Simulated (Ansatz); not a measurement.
## TaC: single-point calculation (part 2 of 2)

TaC (slab, 24 atoms in the cell); DFT PBE+D3(BJ), scalar-relativistic, plane waves, PAW, no spin polarisation (Ansatz 0.2.0); cutoff 420 eV, 4×4×1 k-mesh, Gaussian smearing of 0.1 eV. The structure derives from an entry of the Crystallography Open Database. It belongs to a series of runs on one base structure; here: the slab at its places in the relaxed adsorbed structure.

Geometry of the input (Å; fractional positions):
```
6.2855  0.0000  0.0000
-3.1428  5.4434  0.0000
0.0000  0.0000  24.4151
C  0.1667  0.3333  0.3277
C  0.1667  0.8333  0.3277
C  0.6667  0.3333  0.3277
C  0.6667  0.8333  0.3277
Ta 0.3333  0.1667  0.3802
Ta 0.3333  0.6667  0.3802
Ta 0.8333  0.1667  0.3802
Ta 0.8333  0.6667  0.3802
C  0.5000  0.5000  0.4328
C  0.5000  0.0000  0.4328
C  0.0000  0.5000  0.4328
C  0.0000  0.0000  0.4328
Ta 0.6668  0.3334  0.4864
Ta 0.6667  0.8333  0.4863
Ta 0.1666  0.3334  0.4864
Ta 0.1666  0.8332  0.4864
C  0.8343  0.6657  0.5404
C  0.8343  0.1686  0.5404
C  0.3314  0.6657  0.5404
C  0.3333  0.1667  0.5392
Ta -0.0000  0.5000  0.5876
Ta -0.0001  -0.0000  0.5885
Ta 0.5000  0.5001  0.5885
Ta 0.5000  -0.0000  0.5885
```

### Output, continued
```
  k-point 0: bands = ["-66.1699", "-66.1382", "-66.1365", "-66.1365", "-65.8496", "-65.8250", "-65.8250", "-65.7770", "-65.4643", "-65.4331", "-65.4321", "-65.4321", "-33.0914", "-33.0823", "-33.0823", "-32.9775", "-32.8224", "-32.8224", "-32.8158", "-32.6353", "-32.6353", "-32.6317", "-32.5256", "-32.5256", "-32.5256", "-32.4987", "-32.4987", "-32.4706", "-32.4544", "-32.4544", "-32.4204", "-32.3117", "-32.3117", "-32.3106", "-32.1844", "-32.1657", "-32.1657", "-32.0554", "-32.0554", "-32.0275", "-31.9594", "-31.9588", "-31.9588", "-31.9112", "-31.9112", "-31.9108", "-31.7857", "-31.7857", "-11.5463", "-9.8285", "-9.7478", "-9.7399", "-9.7399", "-8.6615", "-8.6615", "-8.6513", "-7.3993", "-6.4384", "-6.4378", "-6.4378", "-5.2412", "-5.2412", "-5.2331", "-4.8034", "-3.2946", "-3.2946", "-3.2847", "-2.5528", "-2.5455", "-2.5455", "-2.3768", "-2.3768", "-2.3695", "-2.3695", "-2.3664", "-2.1223", "-1.8455", "-1.8394", "-1.8394", "-1.4731", "-1.4731", "-1.4599", "-0.8133", "-0.8133", "-0.7981", "-0.7611", "-0.7611", "0.4274", "0.4274", "0.4279", "0.5286", "1.5477", "1.5477", "1.6105", "1.9324", "1.9572", "1.9572", "2.1870", "2.1870", "2.1885", "2.3825", "2.3825", "2.4028", "2.5478", "2.5478", "3.0332", "3.3903", "3.3903", "3.3933", "3.8389", "3.8389", "4.6125", "4.6894", "4.7112", "4.7112", "4.9665", "4.9665", "4.9753", "5.1395", "5.1395", "5.2252", "5.2252", "5.5337", "5.5373", "5.5373", "5.8416"]
  k-point 1: bands = ["-66.1652", "-66.1420", "-66.1375", "-66.1365", "-65.8460", "-65.8279", "-65.8250", "-65.7777", "-65.4596", "-65.4371", "-65.4327", "-65.4321", "-33.0452", "-33.0385", "-33.0079", "-32.9530", "-32.8339", "-32.8129", "-32.8083", "-32.6892", "-32.6873", "-32.6146", "-32.6027", "-32.5188", "-32.4955", "-32.4948", "-32.4767", "-32.4502", "-32.4456", "-32.4417", "-32.4113", "-32.2753", "-32.2743", "-32.2413", "-32.2185", "-32.2039", "-32.1543", "-32.1313", "-32.0724", "-32.0162", "-31.9687", "-31.9608", "-31.9602", "-31.9542", "-31.9539", "-31.8930", "-31.8680", "-31.8043", "-11.2147", "-9.7676", "-9.6607", "-9.5786", "-9.5744", "-9.0331", "-8.7774", "-8.7726", "-7.3386", "-6.8138", "-6.5380", "-6.5367", "-4.8407", "-4.8315", "-4.5986", "-4.5741", "-3.2929", "-3.2898", "-3.2758", "-2.8488", "-2.5047", "-2.4834", "-2.4773", "-2.2719", "-2.2661", "-2.2438", "-2.2256", "-2.0297", "-1.9564", "-1.9505", "-1.8855", "-1.8806", "-1.7155", "-1.4528", "-1.1859", "-0.8504", "-0.8071", "-0.6823", "-0.6818", "0.2562", "0.4408", "0.6896", "0.6955", "0.9249", "1.3154", "1.3251", "1.4586", "1.5993", "1.6677", "2.0260", "2.0764", "2.0826", "2.1494", "2.3126", "2.3604", "2.3621", "2.5445", "3.1660", "3.2817", "3.6783", "3.6818", "4.0830", "4.0978", "4.2479", "4.2714", "4.3217", "4.7637", "4.7871", "4.8553", "4.8602", "5.0449", "5.1544", "5.1566", "5.2897", "5.2985", "5.3342", "5.7637", "5.7749"]
  k-point 2: bands = ["-66.1541", "-66.1530", "-66.1376", "-66.1365", "-65.8398", "-65.8334", "-65.8250", "-65.7784", "-65.4487", "-65.4480", "-65.4327", "-65.4320", "-32.9838", "-32.9767", "-32.8998", "-32.8969", "-32.8042", "-32.8024", "-32.8019", "-32.7975", "-32.7601", "-32.7595", "-32.5692", "-32.5648", "-32.4516", "-32.4515", "-32.4480", "-32.4434", "-32.4368", "-32.4094", "-32.3145", "-32.2989", "-32.2771", "-32.2549", "-32.2164", "-32.2146", "-32.1202", "-32.1075", "-32.0619", "-32.0613", "-32.0189", "-32.0183", "-31.9914", "-31.9910", "-31.9575", "-31.9571", "-31.8493", "-31.8485", "-10.3962", "-10.3777", "-9.3935", "-9.3801", "-9.2866", "-9.2840", "-9.0212", "-9.0193", "-7.1888", "-7.1864", "-6.6193", "-6.6180", "-4.2433", "-4.2247", "-4.0428", "-4.0092", "-3.3782", "-3.3621", "-3.2844", "-3.2796", "-2.6904", "-2.6786", "-2.5218", "-2.5102", "-2.2927", "-2.2926", "-2.1724", "-2.1608", "-2.0713", "-2.0643", "-1.8781", "-1.8646", "-1.6682", "-1.6415", "-0.9304", "-0.9004", "-0.6019", "-0.6015", "-0.5693", "-0.5556", "0.4617", "0.4710", "1.0982", "1.1023", "1.2439", "1.2546", "1.2554", "1.2687", "1.4983", "1.5090", "1.7333", "1.7356", "2.0575", "2.0672", "2.1865", "2.2083", "3.1172", "3.1328", "3.4484", "3.4760", "3.6925", "3.7094", "3.9483", "3.9516", "4.0477", "4.0633", "4.3105", "4.3223", "4.5920", "4.6015", "5.0693", "5.0862", "5.4819", "5.5128", "5.6347", "5.6432", "5.6978", "5.7059"]
  k-point 3: bands = ["-66.1570", "-66.1458", "-66.1448", "-66.1336", "-65.8403", "-65.8324", "-65.8256", "-65.7784", "-65.4517", "-65.4407", "-65.4400", "-65.4291", "-32.9833", "-32.9286", "-32.9251", "-32.9122", "-32.8418", "-32.8385", "-32.8292", "-32.7783", "-32.7376", "-32.6412", "-32.6377", "-32.5661", "-32.4605", "-32.4486", "-32.4472", "-32.4426", "-32.4118", "-32.3933", "-32.3876", "-32.3202", "-32.2466", "-32.2204", "-32.1728", "-32.1707", "-32.1613", "-32.1600", "-32.1108", "-32.0811", "-32.0038", "-31.9911", "-31.9759", "-31.9755", "-31.9512", "-31.9095", "-31.9095", "-31.8453", "-10.6256", "-9.7925", "-9.7819", "-9.4460", "-9.2586", "-9.2543", "-9.2238", "-8.7737", "-7.2457", "-6.9775", "-6.9764", "-6.4069", "-4.4075", "-4.1113", "-4.0055", "-3.9957", "-3.3337", "-3.2480", "-3.2300", "-3.2149", "-3.0368", "-2.7774", "-2.7594", "-2.3186", "-2.3028", "-2.2364", "-2.2259", "-2.0967", "-1.8927", "-1.8224", "-1.7930", "-1.7857", "-1.6483", "-1.5934", "-1.5844", "-1.1419", "-0.6264", "-0.5377", "-0.5274", "-0.3503", "0.5336", "0.5527", "0.9316", "1.1473", "1.2015", "1.2811", "1.3821", "1.3912", "1.4530", "1.5113", "1.5205", "1.7776", "2.1109", "2.2362", "2.2400", "2.2712", "2.6234", "3.1865", "3.2027", "3.6034", "3.7438", "3.7542", "3.7616", "3.8262", "4.4040", "4.4698", "4.4826", "4.6410", "4.7983", "4.9673", "5.0427", "5.0634", "5.0875", "5.4343", "5.4453", "5.4478", "5.7069", "5.7465"]
```

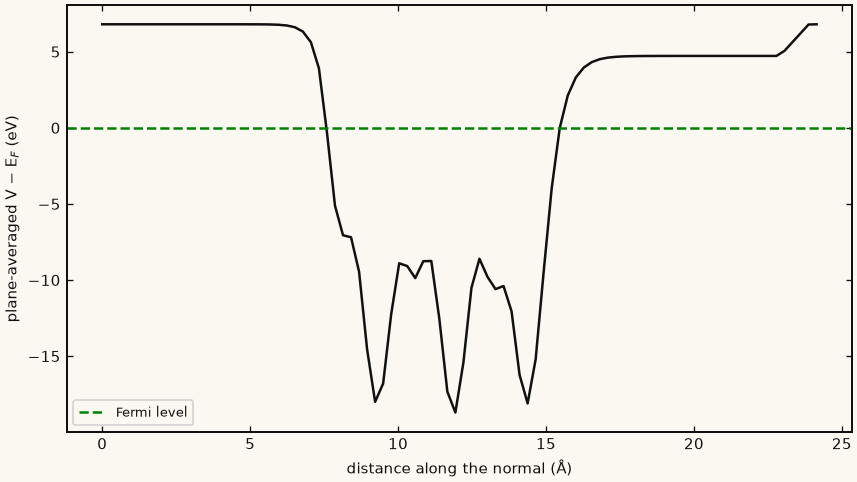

*Plane average of the electrostatic potential energy of an electron across the cell, from the Fermi level.*

The vacuum level lies 4.73 eV above the Fermi level on the upper side and 6.81 eV on the lower.

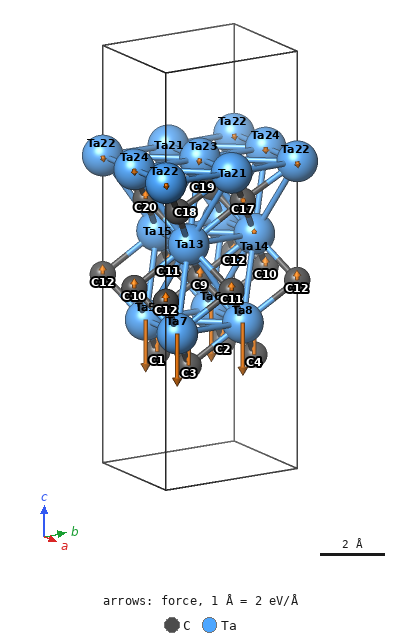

*Forces on the atoms as orange arrows (ball-and-stick view of the cell of the calculation, with the vacuum cut short, seen slightly off an axis; atoms are numbered from 1 in the order of the input); the smallest are left out.*

The largest act on Ta6, Ta7, Ta8 (3.43 eV/Å); Ta5 (3.39 eV/Å); C1, C2, C3 (2.69 eV/Å); C4 (2.67 eV/Å). The geometry is not a stationary point of this energy.

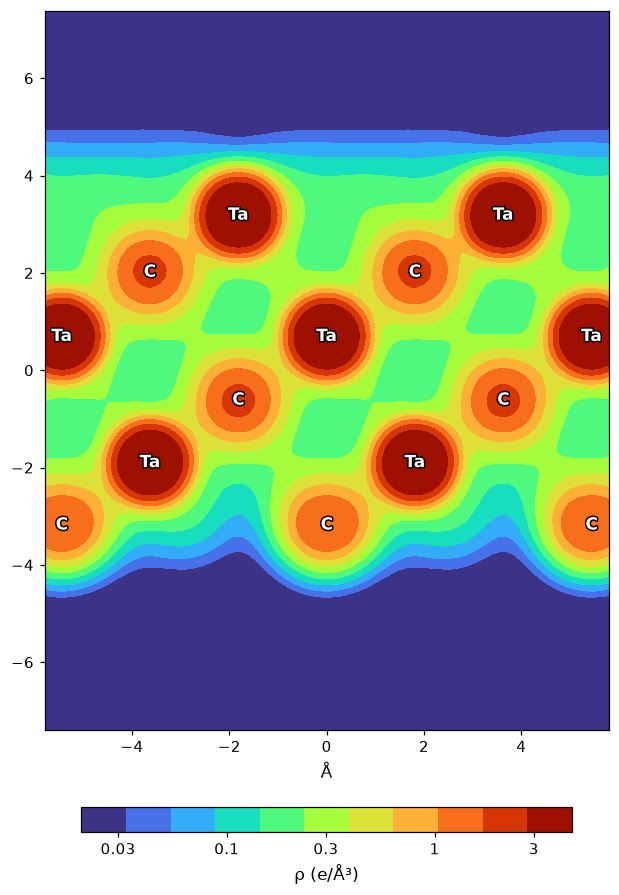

*Valence charge density (pseudo) on the (110) plane of the calculation cell, a cut from vacuum to vacuum.*

Ta–C (2.16 Å): ρ is about 0.68 e/Å³ halfway. Ta–Ta (3.08 Å): ρ is about 0.26 e/Å³ halfway. Ta–C (2.22 Å): ρ is about 0.61 e/Å³ halfway. Ta–Ta (3.16 Å): the density is about 0.24 e/Å³ at the midpoint. The density dies away to nearly zero in the vacuum. In a PAW calculation such maps are meaningful between the atoms, not at the nuclei.

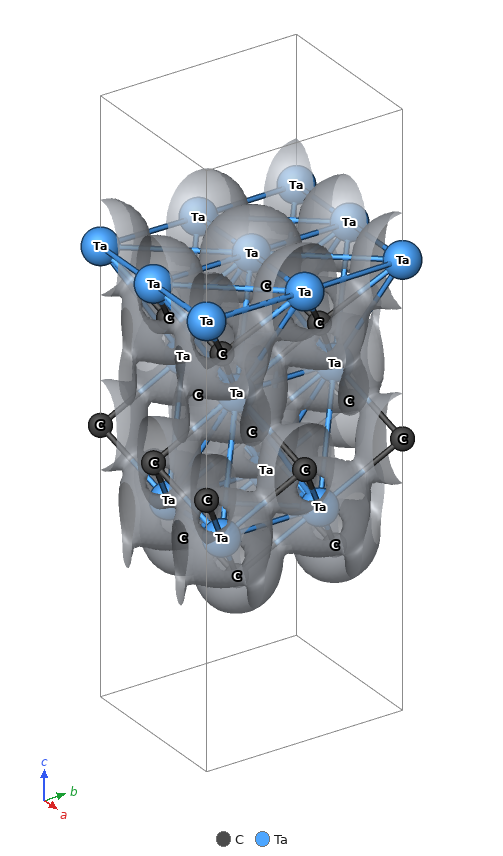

*Isosurface of the valence electron density at 0.5 e/Å³ (grey), seen slightly off an axis. Sticks mark near contacts.*

At this value the density is joined into sheets; it holds about 75 % of the electrons treated as valence (semicore included). It is pinched off along the Ta–Ta (3.07 Å) and Ta–Ta (3.14 Å) contacts. On the grid the lowest density along these lines, outside the cores, is 0.69 e/Å³ (Ta–C, 2.14 Å), 0.27 e/Å³ (Ta–Ta, 3.07 Å), 0.59 e/Å³ (Ta–C, 2.22 Å) and 0.24 e/Å³ (Ta–Ta, 3.14 Å).
